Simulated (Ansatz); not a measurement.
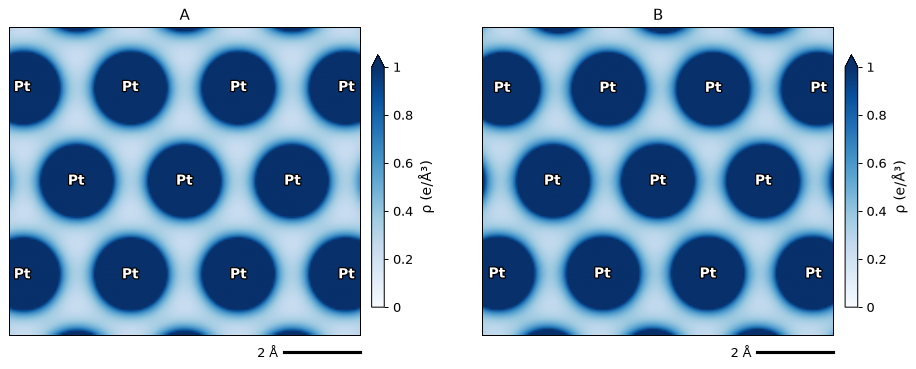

Pt. The valence charge density (pseudo) of two cells that differ in size and shape, on the (010) plane of each (indices in the axes of the calculation cell), at one length scale and on one colour scale: A has 16.2 Å³ an atom and B 15.4.

All numbers below come from DFT PBEsol, scalar-relativistic, plane waves, PAW in Ansatz 0.2.0.

The density is the valence pseudo-density of a PAW calculation; it isn't the true density close to the nuclei.

The larger cell:

```
Pt
1.0
     0.00000    2.00685    2.00685
     2.00685    0.00000    2.00685
     2.00685    2.00685    0.00000
Pt
1
Direct
  0.00000 0.00000 0.00000
```

The smaller cell: a = 2.770 Å, b = 2.770 Å, c = 2.838 Å, α = 59.18°, β = 59.18°, γ = 61.64°.

### What does the compression do to the bonding and the properties?

From the larger cell to the smaller, Pt–Pt goes from 2.84 to 2.77 Å, and the density at its midpoint from 0.34 to 0.38 e/Å³; the pressure goes from −17 to −6 GPa.
